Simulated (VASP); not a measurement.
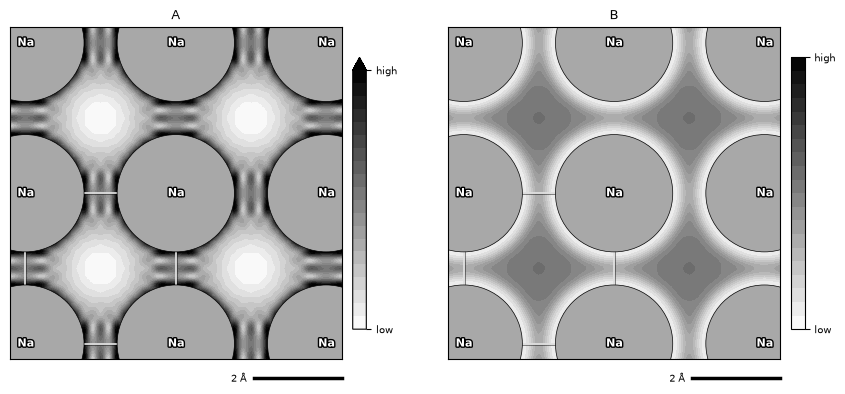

Na: 2 fields on the (100) plane of the conventional cell, with unlabelled colour scales. Grey discs cover the atomic cores.

Space group Pm-3m; a generated structure, not necessarily the stable one.

Theory: Kohn-Sham DFT of a periodic cell, r2SCAN0, VASP PAW PBE potentials, recommended in VASP 6.6.1.

Q: Match the panels to the quantities (electron localisation function and valence pseudo-density).

A: Panel A: valence pseudo-density. Panel B: electron localisation function. From the grid: Na–Na (3.42 Å): ρ is about 0.03 e/Å³ halfway; the ELF is about 0.35 at the midpoint.
